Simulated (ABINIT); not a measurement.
Elastic calculation, with input and output: TiSi (part 3 of 3)

Continued. System: TiSi (2 atoms in the cell). Method: Kohn-Sham DFT of a periodic cell, LDA, PseudoDojo NC SR LDA v0.4.1 standard, no spin polarisation (ABINIT 10.8.3); cutoff 1142.88 eV, 6×8×8 k-mesh, fermi-dirac of 0.05 eV. The structure derives from a Materials Project entry. The settings are looser than a standard set-up, so the numbers are not reference values.

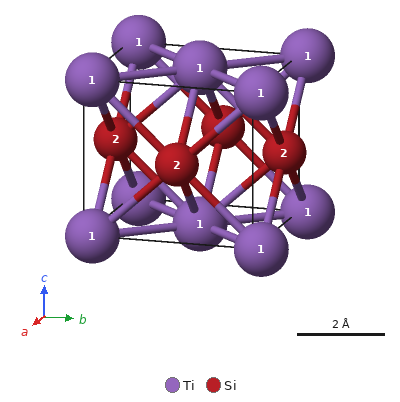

The structure (ball-and-stick view of the cell 2 times as large as that of the calculation, set on its symmetry axes, seen slightly off an axis; atoms are numbered from 1 in the order of the input). An atom can appear more than once, as a periodic image.

Output, continued:
```
     iter   2DEtotal(Ha)        deltaE(Ha) residm    vres2
-ETOT  1   4.2955052076260     -2.769E+01 1.338E+01 5.598E+03
 ETOT  2   1.2671185756935     -3.028E+00 1.247E-01 2.356E+02
 ETOT  3   1.0424856465330     -2.246E-01 5.995E-03 2.440E+00
 ETOT  4   1.0407126614176     -1.773E-03 3.334E-04 1.981E-03
 ETOT  5   1.0407116957576     -9.657E-07 2.569E-04 3.008E-06
 ETOT  6   1.0407116958197      6.218E-11 5.922E-05 5.173E-06
 ETOT  7   1.0407116942216     -1.598E-09 2.984E-05 8.097E-08
 ETOT  8   1.0407116941951     -2.648E-11 4.467E-06 7.060E-11

 At SCF step    8       vres2   =  7.06E-11 < tolvrs=  1.00E-09 =>converged.
================================================================================

 ----iterations are completed or convergence reached----

 Mean square residual over all n,k,spin=   28.017E-10; max=  44.667E-07

 2DEtotal=    0.1040711694E+01 Ha. Also 2DEtotal=    0.283192078815E+02 eV
    (2DErelax=   -3.0946685073E+01 Ha. 2DEnonrelax=    3.1987396767E+01 Ha)
    (  non-var. 2DEtotal :    1.0407117938E+00 Ha)

================================================================================

 ---- first-order wavefunction calculations are completed ----

 ==> Compute Derivative Database <==

  Dynamical matrix, in cartesian coordinates,
   if specified in the inputs, asr has been imposed
     j1       j2             matrix element
  dir pert dir pert     real part    imaginary part

   1    1   1    1         0.0921066869         0.0000000000
   1    1   1    2        -0.0921066869         0.0000000000

   2    1   2    1         0.0664757817        -0.0000000000
   2    1   2    2        -0.0664757817         0.0000000000

   3    1   3    1         0.0128087482        -0.0000000000
   3    1   3    2        -0.0128087482         0.0000000000

   1    2   1    1        -0.0921069793         0.0000000000
   1    2   1    2         0.0921069793         0.0000000000

   2    2   2    1        -0.0664757853        -0.0000000000
   2    2   2    2         0.0664757853         0.0000000000

   3    2   3    1        -0.0128087509        -0.0000000000
   3    2   3    2         0.0128087509         0.0000000000

  Rigid-atom elastic tensor , in cartesian coordinates,
     j1       j2             matrix element
  dir pert dir pert     real part    imaginary part

   1    5   1    5         0.0087635300         0.0000000000
   1    5   2    5         0.0050168450         0.0000000000
   1    5   3    5         0.0038092616         0.0000000000

   2    5   1    5         0.0050168554         0.0000000000
   2    5   2    5         0.0074030177         0.0000000000
   2    5   3    5         0.0035142282         0.0000000000

   3    5   1    5         0.0038092667         0.0000000000
   3    5   2    5         0.0035142233         0.0000000000
   3    5   3    5         0.0058652832         0.0000000000

   1    6   1    6         0.0018267958         0.0000000000

   2    6   2    6         0.0008801440         0.0000000000

   3    6   3    6         0.0055905172         0.0000000000

  Internal strain coupling parameters, in cartesian coordinates,
   zero average net force deriv. has been imposed
     j1       j2             matrix element
  dir pert dir pert     real part    imaginary part

   1    1   2    6        -0.0000123118         0.0000000000

   3    1   3    5        -0.0000175630         0.0000000000

   1    2   2    6         0.0000123118         0.0000000000

   3    2   3    5         0.0000175630         0.0000000000

  Phonon wavevector (reduced coordinates) :  0.00000  0.00000  0.00000
 Phonon energies in Hartree :
   0.000000E+00  0.000000E+00  0.000000E+00  6.300331E-04  1.435297E-03
   1.689492E-03
 Phonon frequencies in cm-1    :
   0.000000E+00  0.000000E+00  0.000000E+00  1.382763E+02  3.150112E+02
   3.708005E+02

== END DATASET(S) ==============================================================
================================================================================

 -outvars: echo values of variables after computation  --------
            acell      1.0000000000E+00  1.0000000000E+00  1.0000000000E+00 Bohr
           etotal1    -6.3654807730E+01
           etotal2     1.0407116942E+00
            fcart1    -0.0000000000E+00  3.8737441918E-23  8.4825097175E-07
                      -0.0000000000E+00 -3.8737441918E-23 -8.4825097175E-07
            fcart2     0.0000000000E+00  0.0000000000E+00  0.0000000000E+00
                       0.0000000000E+00  0.0000000000E+00  0.0000000000E+00
            rprim      7.0751854820E+00  0.0000000000E+00  0.0000000000E+00
                       0.0000000000E+00  3.3949435709E+00  3.8750570844E+00
                       0.0000000000E+00 -3.3949435709E+00  3.8750570844E+00
           strten1    -2.8477658897E-05 -2.9848221146E-06  6.6338936023E-05
                       0.0000000000E+00  0.0000000000E+00  0.0000000000E+00
           strten2     0.0000000000E+00  0.0000000000E+00  0.0000000000E+00
                       0.0000000000E+00  0.0000000000E+00  0.0000000000E+00
           xangst      0.0000000000E+00  7.2850516998E-18  2.0811740161E-01
                       1.8720134587E+00  2.2060209596E-17  2.2587446524E+00
             xred      0.0000000000E+00  5.0745690000E-02  5.0745690000E-02
                       5.0000000000E-01  5.5075431000E-01  5.5075431000E-01
 Calculation completed.
```

The run was set up as follows.

Input file:
```
# Datasets
ndtset 2

# Pseudopotentials
pp_dirpath "./"
pseudos "Ti.upf, Si.upf"

# Structure
acell 3*1.0
rprim
     7.0751854820     0.0000000000     0.0000000000
     0.0000000000     3.3949435709     3.8750570844
     0.0000000000    -3.3949435709     3.8750570844
ntypat 2
znucl 22 14
natom 2
typat 1 2
chkprim 0
chksymtnons 0
tolsym 1.0e-6
xred
            0.0   0.0507456900   0.0507456900
            1/2   0.5507543100   0.5507543100

# Plane-wave basis
ecut 42.0
ecutsm 0.5

# k points
ngkpt 6 8 8
nshiftk 1
shiftk 0.0 0.0 0.0

# Exchange and correlation
ixc 7

# Bands and occupations
nband 16
occopt 3
tsmear 0.00183747

# SCF cycle
nstep 80

# Output
prteig 0
prtebands 0
prtwf 0
prtden 0
prtpot 0

# Dataset 1: ground state
kptopt1 1
tolvrs1 1.0e-15
prtwf1 1
tolwfr1 1.0e-14
nbdbuf1 4
nline1 6

# Dataset 2: response at q = 0 to atomic displacements, strain
rfphon2 1
rfstrs2 3
rfatpol2 1 2
rfdir2 1 1 1
getwfk2 1
kptopt2 2
nqpt2 1
qpt2 0.0 0.0 0.0
tolvrs2 1.0e-9
```

File mrgddb.in:
```
merged_DDB
TiSi
2
runo_DS1_DDB
runo_DS2_DDB
```

File anaddb.abi:
```
ddb_filepath "merged_DDB"
output_file "anaddb.abo"
outdata_prefix "ana"
asr 2
chneut 0
dipdip 0
dieflag 0
enunit 0
elaflag 5
instrflag 1
eivec 1
nph1l 1
qph1l 0.0 0.0 0.0 1.0
```

Command:
```bash
mpirun --bind-to none -np 4 abinit run.abi > log 2>&1
mrgddb < mrgddb.in > mrgddb.log 2>&1
anaddb anaddb.abi > anaddb.log 2>&1
```

Results in brief:

| quantity | value |
| --- | --- |
| outcome | converged |
| space group (tolerance 0.01 Å) | Cmmm (65) |
| electrons treated | 16 |
| free energy | −1732.1356 eV |
| Fermi energy | 10.952 eV |
| gap on the k-point mesh | none (metallic) |
| pressure | −0.34 GPa |
| largest force (length of the vector) | under 0.001 eV/Å |
| hardware | 4 threads of Intel Xeon @ 2.50GHz (Skylake/Cascade Lake), 189 GiB of memory available, shared host |
| wall time | 14 min (CPU time 55 min) |
| peak memory | 0.56 GiB |

Remarks:

The settings depart from the standard set-up of this series, which can bear on the numbers. Points of doubt noted for this run: k mesh coarse for metal response.
